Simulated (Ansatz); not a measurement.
**Geometry relaxation, with input and output: NiSi$_{2}$ (part 3 of 3)**

The same run, continued: NiSi$_{2}$ (slab, 24 atoms in the cell); DFT PBE+D3(BJ), scalar-relativistic, plane waves, PAW, no spin polarisation (Ansatz 0.2.0); cutoff 420 eV, 4×6×1 k-mesh, Gaussian smearing of 0.1 eV. The structure derives from an entry of the Crystallography Open Database. The input holds or restrains some coordinates. Forces given for the steps count only the free coordinates. It belongs to a series of runs on one base structure; here: clean slab, lower half held.

Geometry of the input (Å; fractional positions):
```
7.6107  0.0000  0.0000
0.0000  5.3816  0.0000
0.0000  0.0000  22.7080
Si 0.5000  0.7500  0.3743
Si 0.0000  0.7500  0.3743
Si 0.5000  0.2500  0.3743
Si 0.0000  0.2500  0.3743
Ni 0.2500  0.5000  0.3743
Ni 0.7500  0.5000  0.3743
Si 0.7500  0.2500  0.4581
Si 0.2500  0.2500  0.4581
Si 0.7500  0.7500  0.4581
Si 0.2500  0.7500  0.4581
Ni 0.5000  0.0000  0.4581
Ni 0.0000  0.0000  0.4581
Si 0.0000  0.7500  0.5419
Si 0.5000  0.7500  0.5419
Si 0.0000  0.2500  0.5419
Si 0.5000  0.2500  0.5419
Ni 0.7500  0.5000  0.5419
Ni 0.2500  0.5000  0.5419
Si 0.2500  0.2500  0.6257
Si 0.7500  0.2500  0.6257
Si 0.2500  0.7500  0.6257
Si 0.7500  0.7500  0.6257
Ni 0.0000  0.0000  0.6257
Ni 0.5000  0.0000  0.6257
```

## Output, continued
```
  k-point 11: bands = ["-103.0981", "-103.0981", "-103.0104", "-103.0104", "-102.4028", "-102.4028", "-102.3722", "-102.3722", "-63.4993", "-63.4993", "-63.4975", "-63.4975", "-63.4902", "-63.4902", "-63.4298", "-63.4298", "-63.4189", "-63.4189", "-63.3766", "-63.3766", "-62.9250", "-62.9250", "-62.8475", "-62.8475", "-62.8355", "-62.8355", "-62.8220", "-62.8220", "-62.6590", "-62.6590", "-62.6563", "-62.6563", "-9.9836", "-9.9836", "-9.9313", "-9.9313", "-8.6261", "-8.6261", "-8.4453", "-8.4453", "-6.7321", "-6.7321", "-6.4483", "-6.4483", "-6.0820", "-6.0820", "-5.9595", "-5.9595", "-3.8673", "-3.8673", "-3.7700", "-3.7700", "-3.4333", "-3.4333", "-3.3347", "-3.3347", "-2.7093", "-2.7093", "-2.6902", "-2.6902", "-2.5821", "-2.5821", "-2.5152", "-2.5152", "-2.3224", "-2.3224", "-2.2844", "-2.2844", "-2.0256", "-2.0256", "-1.9680", "-1.9680", "-1.6902", "-1.6902", "-1.6310", "-1.6310", "-1.5732", "-1.5732", "-1.4917", "-1.4917", "-1.2365", "-1.2365", "-1.2183", "-1.2183", "-1.1526", "-1.1526", "-1.0937", "-1.0937", "-0.9166", "-0.9166", "-0.7925", "-0.7925", "-0.4389", "-0.4389", "-0.3639", "-0.3639", "0.2047", "0.2047", "0.4350", "0.4350", "0.7793", "0.7793", "1.0941", "1.0941", "1.4277", "1.4277", "1.4871", "1.4871", "2.9204", "2.9204", "3.1499", "3.1499", "3.6865", "3.6865", "3.8644", "3.8644", "4.2179", "4.2179", "4.2999", "4.2999", "4.3247", "4.3247", "4.5652", "4.5652", "5.2204", "5.2204", "5.3304", "5.3304"]
--- Relaxed structure (5 steps of the walk, 5 accepted, 0 SCFs on fresh bases) ---
  F+E_penalty+E_count = -56901.24238478 eV   max|allowed force component| = 6.937e-3 eV/Å
  atoms:
    - { symbol: Si, position: [0.49999999999999994, 0.7500000000000001, 0.3743172934] }
    - { symbol: Si, position: [0.0, 0.7500000000000001, 0.3743172934] }
    - { symbol: Si, position: [0.49999999999999994, 0.25, 0.3743172934] }
    - { symbol: Si, position: [0.0, 0.25, 0.3743172934] }
    - { symbol: Ni, position: [0.24999999999999997, 0.5, 0.3743172934] }
    - { symbol: Ni, position: [0.75, 0.5, 0.3743172934] }
    - { symbol: Si, position: [0.75, 0.25, 0.4581057645] }
    - { symbol: Si, position: [0.24999999999999997, 0.25, 0.4581057645] }
    - { symbol: Si, position: [0.75, 0.7500000000000001, 0.4581057645] }
    - { symbol: Si, position: [0.24999999999999997, 0.7500000000000001, 0.4581057645] }
    - { symbol: Ni, position: [0.49999999999999994, 0.0, 0.4581057645] }
    - { symbol: Ni, position: [0.0, 0.0, 0.4581057645] }
    - { symbol: Si, position: [-5.397463422190821e-19, 0.7529423388202686, 0.544455702004386] }
    - { symbol: Si, position: [0.49999999999999994, 0.7529423388202686, 0.544455702004386] }
    - { symbol: Si, position: [-3.0875914258876906e-19, 0.24705766117973138, 0.544455702004386] }
    - { symbol: Si, position: [0.49999999999999994, 0.24705766117973138, 0.544455702004386] }
    - { symbol: Ni, position: [0.75, 0.5, 0.5382807838006605] }
    - { symbol: Ni, position: [0.24999999999999997, 0.5, 0.5382807838006605] }
    - { symbol: Si, position: [0.24999999999999997, 0.26633039076624854, 0.6272597232841582] }
    - { symbol: Si, position: [0.75, 0.26633039076624854, 0.6272597232841582] }
    - { symbol: Si, position: [0.24999999999999997, 0.7336696092337515, 0.6272597232841582] }
    - { symbol: Si, position: [0.75, 0.7336696092337515, 0.6272597232841582] }
    - { symbol: Ni, position: [-6.83052253616938e-21, -5.729439881876592e-32, 0.6257239465330291] }
    - { symbol: Ni, position: [0.49999999999999994, -5.729439881876592e-32, 0.6257239465330291] }
```

## Trajectory as extended XYZ (Å, eV, eV/Å), 5 frames, from step=1 to step=5
```
24
Lattice="7.6107 0.0000 0.0000 0.0000 5.3816 0.0000 0.0000 0.0000 22.7080" Properties=species:S:1:pos:R:3:forces:R:3 step=1 energy=-56900.97480
Si    3.8053    4.0362    8.5000    0.0000   0.3660  -0.1990
Si    0.0000    4.0362    8.5000    0.0000   0.3660  -0.1990
Si    3.8053    1.3454    8.5000    0.0000  -0.3660  -0.1990
Si    0.0000    1.3454    8.5000    0.0000  -0.3660  -0.1990
Ni    1.9027    2.6908    8.5000    0.0000   0.0000   0.4519
Ni    5.7080    2.6908    8.5000    0.0000   0.0000   0.4519
Si    5.7080    1.3454   10.4027    0.0000   0.2154  -0.5404
Si    1.9027    1.3454   10.4027    0.0000   0.2154  -0.5404
Si    5.7080    4.0362   10.4027    0.0000  -0.2154  -0.5404
Si    1.9027    4.0362   10.4027    0.0000  -0.2154  -0.5404
Ni    3.8053    0.0000   10.4027    0.0000   0.0000   1.0635
Ni    0.0000    0.0000   10.4027    0.0000   0.0000   1.0635
Si    0.0000    4.0362   12.3053    0.0000   0.2154   0.5404
Si    3.8053    4.0362   12.3053    0.0000   0.2154   0.5404
Si    0.0000    1.3454   12.3053    0.0000  -0.2154   0.5404
Si    3.8053    1.3454   12.3053    0.0000  -0.2154   0.5404
Ni    5.7080    2.6908   12.3053    0.0000   0.0000  -1.0635
Ni    1.9027    2.6908   12.3053    0.0000   0.0000  -1.0635
Si    1.9027    1.3454   14.2080    0.0000   0.3660   0.1990
Si    5.7080    1.3454   14.2080    0.0000   0.3660   0.1990
Si    1.9027    4.0362   14.2080    0.0000  -0.3660   0.1990
Si    5.7080    4.0362   14.2080    0.0000  -0.3660   0.1990
Ni    0.0000    0.0000   14.2080    0.0000   0.0000  -0.4519
Ni    3.8053    0.0000   14.2080    0.0000   0.0000  -0.4519
24
Lattice="7.6107 0.0000 0.0000 0.0000 5.3816 0.0000 0.0000 0.0000 22.7080" Properties=species:S:1:pos:R:3:forces:R:3 step=2 energy=-56901.10638
Si    3.8053    4.0362    8.5000    0.0000   0.3731  -0.1581
Si    0.0000    4.0362    8.5000    0.0000   0.3731  -0.1581
Si    3.8053    1.3454    8.5000    0.0000  -0.3731  -0.1581
Si    0.0000    1.3454    8.5000    0.0000  -0.3731  -0.1581
Ni    1.9027    2.6908    8.5000    0.0000   0.0000   0.3975
Ni    5.7080    2.6908    8.5000    0.0000   0.0000   0.3975
Si    5.7080    1.3454   10.4027    0.0000   0.1573  -0.5527
Si    1.9027    1.3454   10.4027    0.0000   0.1573  -0.5527
Si    5.7080    4.0362   10.4027    0.0000  -0.1573  -0.5527
Si    1.9027    4.0362   10.4027    0.0000  -0.1573  -0.5527
Ni    3.8053    0.0000   10.4027    0.0000   0.0000   1.1060
Ni    0.0000    0.0000   10.4027    0.0000   0.0000   1.1060
Si    0.0000    4.0436   12.3273    0.0000   0.1196   0.3493
Si    3.8053    4.0436   12.3273    0.0000   0.1196   0.3493
Si    0.0000    1.3380   12.3273    0.0000  -0.1196   0.3493
Si    3.8053    1.3380   12.3273    0.0000  -0.1196   0.3493
Ni    5.7080    2.6908   12.2788    0.0000   0.0000  -0.7275
Ni    1.9027    2.6908   12.2788    0.0000   0.0000  -0.7275
Si    1.9027    1.3688   14.2200    0.0000   0.3584   0.1301
Si    5.7080    1.3688   14.2200    0.0000   0.3584   0.1301
Si    1.9027    4.0128   14.2200    0.0000  -0.3584   0.1301
Si    5.7080    4.0128   14.2200    0.0000  -0.3584   0.1301
Ni    0.0000    0.0000   14.2100    0.0000   0.0000  -0.3153
Ni    3.8053    0.0000   14.2100    0.0000   0.0000  -0.3153
24
Lattice="7.6107 0.0000 0.0000 0.0000 5.3816 0.0000 0.0000 0.0000 22.7080" Properties=species:S:1:pos:R:3:forces:R:3 step=3 energy=-56901.12484
Si    3.8053    4.0362    8.5000    0.0000   0.3768  -0.0818
Si    0.0000    4.0362    8.5000    0.0000   0.3768  -0.0818
Si    3.8053    1.3454    8.5000    0.0000  -0.3768  -0.0818
Si    0.0000    1.3454    8.5000    0.0000  -0.3768  -0.0818
Ni    1.9027    2.6908    8.5000    0.0000   0.0000   0.2941
Ni    5.7080    2.6908    8.5000    0.0000   0.0000   0.2941
Si    5.7080    1.3454   10.4027    0.0000  -0.1851  -0.8164
Si    1.9027    1.3454   10.4027    0.0000  -0.1851  -0.8164
Si    5.7080    4.0362   10.4027    0.0000   0.1851  -0.8164
Si    1.9027    4.0362   10.4027    0.0000   0.1851  -0.8164
Ni    3.8053    0.0000   10.4027    0.0000   0.0000   1.1645
Ni    0.0000    0.0000   10.4027    0.0000   0.0000   1.1645
Si    0.0000    4.0469   12.3666    0.0000   0.0583  -0.1561
Si    3.8053    4.0469   12.3666    0.0000   0.0583  -0.1561
Si    0.0000    1.3346   12.3666    0.0000  -0.0583  -0.1561
Si    3.8053    1.3346   12.3666    0.0000  -0.0583  -0.1561
Ni    5.7080    2.6908   12.1823    0.0000   0.0000   0.4518
Ni    1.9027    2.6908   12.1823    0.0000   0.0000   0.4518
Si    1.9027    1.4959   14.2397    0.0000  -0.7990   0.0014
Si    5.7080    1.4959   14.2397    0.0000  -0.7990   0.0014
Si    1.9027    3.8856   14.2397    0.0000   0.7990   0.0014
Si    5.7080    3.8856   14.2397    0.0000   0.7990   0.0014
Ni    0.0000    0.0000   14.1898    0.0000   0.0000   0.1961
Ni    3.8053    0.0000   14.1898    0.0000   0.0000   0.1961
24
Lattice="7.6107 0.0000 0.0000 0.0000 5.3816 0.0000 0.0000 0.0000 22.7080" Properties=species:S:1:pos:R:3:forces:R:3 step=4 energy=-56901.24002
Si    3.8053    4.0362    8.5000    0.0000   0.3797  -0.0947
Si    0.0000    4.0362    8.5000    0.0000   0.3797  -0.0947
Si    3.8053    1.3454    8.5000    0.0000  -0.3797  -0.0947
Si    0.0000    1.3454    8.5000    0.0000  -0.3797  -0.0947
Ni    1.9027    2.6908    8.5000    0.0000   0.0000   0.3179
Ni    5.7080    2.6908    8.5000    0.0000   0.0000   0.3179
Si    5.7080    1.3454   10.4027    0.0000   0.0211  -0.6134
Si    1.9027    1.3454   10.4027    0.0000   0.0211  -0.6134
Si    5.7080    4.0362   10.4027    0.0000  -0.0211  -0.6134
Si    1.9027    4.0362   10.4027    0.0000  -0.0211  -0.6134
Ni    3.8053    0.0000   10.4027    0.0000   0.0000   1.1585
Ni    0.0000    0.0000   10.4027    0.0000   0.0000   1.1585
Si    0.0000    4.0552   12.3639    0.0000  -0.0341   0.0284
Si    3.8053    4.0552   12.3639    0.0000  -0.0341   0.0284
Si    0.0000    1.3264   12.3639    0.0000   0.0341   0.0284
Si    3.8053    1.3264   12.3639    0.0000   0.0341   0.0284
Ni    5.7080    2.6908   12.2300    0.0000   0.0000  -0.0344
Ni    1.9027    2.6908   12.2300    0.0000   0.0000  -0.0344
Si    1.9027    1.4253   14.2508    0.0000   0.0900  -0.0349
Si    5.7080    1.4253   14.2508    0.0000   0.0900  -0.0349
Si    1.9027    3.9562   14.2508    0.0000  -0.0900  -0.0349
Si    5.7080    3.9562   14.2508    0.0000  -0.0900  -0.0349
Ni    0.0000    0.0000   14.2139    0.0000   0.0000  -0.0158
Ni    3.8053    0.0000   14.2139    0.0000   0.0000  -0.0158
24
Lattice="7.6107 0.0000 0.0000 0.0000 5.3816 0.0000 0.0000 0.0000 22.7080" Properties=species:S:1:pos:R:3:forces:R:3 step=5 energy=-56901.24238
Si    3.8053    4.0362    8.5000    0.0000   0.3812  -0.0930
Si    0.0000    4.0362    8.5000    0.0000   0.3812  -0.0930
Si    3.8053    1.3454    8.5000    0.0000  -0.3812  -0.0930
Si    0.0000    1.3454    8.5000    0.0000  -0.3812  -0.0930
Ni    1.9027    2.6908    8.5000    0.0000   0.0000   0.3148
Ni    5.7080    2.6908    8.5000    0.0000   0.0000   0.3148
Si    5.7080    1.3454   10.4027    0.0000  -0.0087  -0.6461
Si    1.9027    1.3454   10.4027    0.0000  -0.0087  -0.6461
Si    5.7080    4.0362   10.4027    0.0000   0.0087  -0.6461
Si    1.9027    4.0362   10.4027    0.0000   0.0087  -0.6461
Ni    3.8053    0.0000   10.4027    0.0000   0.0000   1.1672
Ni    0.0000    0.0000   10.4027    0.0000   0.0000   1.1672
Si    0.0000    4.0520   12.3635    0.0000   0.0069  -0.0032
Si    3.8053    4.0520   12.3635    0.0000   0.0069  -0.0032
Si    0.0000    1.3296   12.3635    0.0000  -0.0069  -0.0032
Si    3.8053    1.3296   12.3635    0.0000  -0.0069  -0.0032
Ni    5.7080    2.6908   12.2233    0.0000   0.0000   0.0035
Ni    1.9027    2.6908   12.2233    0.0000   0.0000   0.0035
Si    1.9027    1.4333   14.2438    0.0000  -0.0018  -0.0017
Si    5.7080    1.4333   14.2438    0.0000  -0.0018  -0.0017
Si    1.9027    3.9483   14.2438    0.0000   0.0018  -0.0017
Si    5.7080    3.9483   14.2438    0.0000   0.0018  -0.0017
Ni    0.0000    0.0000   14.2089    0.0000   0.0000   0.0025
Ni    3.8053    0.0000   14.2089    0.0000   0.0000   0.0025
```

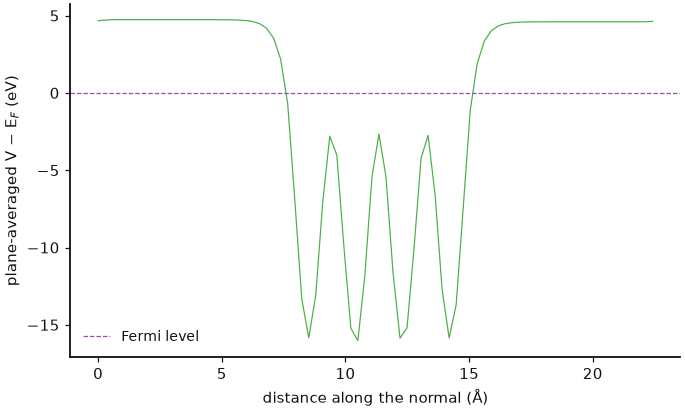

Figure 1. Plane average of the electrostatic potential energy of an electron across the cell, from the Fermi level. The vacuum level lies 4.60 eV above the Fermi level on the upper side and 4.74 eV on the lower.

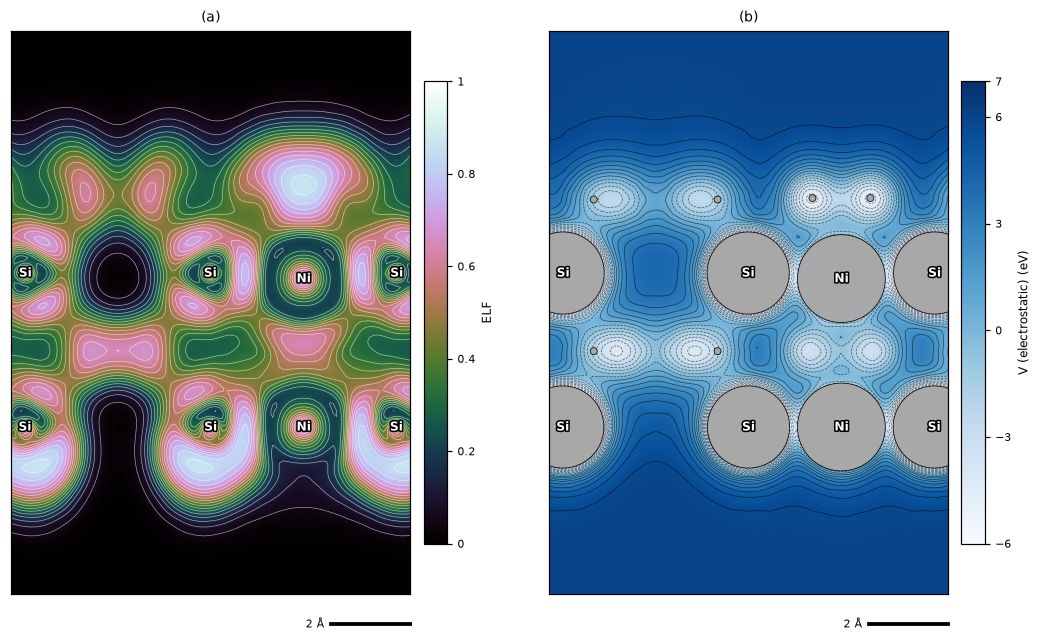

Figure 2. (a) electron localisation function; (b) electrostatic potential (local pseudopotential plus Hartree) felt by an electron on the (110) plane of the calculation cell, a cut from vacuum to vacuum. Grey discs, where drawn, cover atomic cores. Atoms in the plane: Si and Ni. Si–Ni (2.33 Å): the ELF is about 0.55 at the midpoint. The strong features right at Ni lie inside the PAW spheres (semicore, d or f shells) and say nothing about bonding. In a PAW calculation such maps are meaningful between the atoms, not at the nuclei.

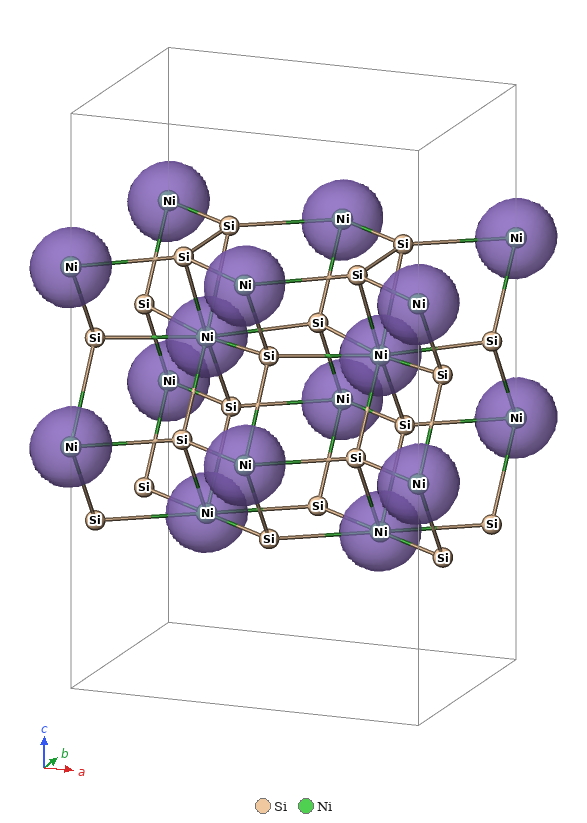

Figure 3. Isosurface of the valence electron density at 1 e/Å³ (purple), seen slightly off an axis. Sticks mark near contacts. At this value the density breaks into separate islands; it holds about 55 % of the electrons treated as valence (semicore included). It is pinched off along the Si–Ni (2.26 Å), Si–Si (2.52 Å), Si–Ni (2.33 Å) and Si–Ni (2.38 Å) contacts. On the grid the lowest density along these lines, outside the cores, is 0.5 e/Å³ (Si–Ni, 2.26 Å), 0.42 e/Å³ (Si–Si, 2.52 Å), 0.48 e/Å³ (Si–Ni, 2.33 Å) and 0.42 e/Å³ (Si–Ni, 2.38 Å).

## Key numbers

| quantity | value |
| --- | --- |
| outcome | converged under the restraints of the input |
| electrons treated | 208 |
| free energy | −56901.2424 eV |
| work function, top face | 4.60 eV |
| work function, bottom face | 4.74 eV |
| Fermi energy | 1.317 eV |
| gap on the k-point mesh | none (metallic) |
| final volume | 930.06 Å³ |
| work function (upper face) | 4.60 eV |
| largest force (length of the vector) at the end, held atoms and coordinates included | 1.167 eV/Å |
| hardware | 4 threads of Intel Xeon (Sapphire Rapids), 32 GiB of memory available, shared host |
| wall time | 2.5 min (CPU time 9.8 min) |
| peak memory | 3 GiB |

## Remarks

Warnings of the run: the exchange-correlation potential is rough where the density is thin. The run has no spin polarisation, so a magnetic state may lie lower.
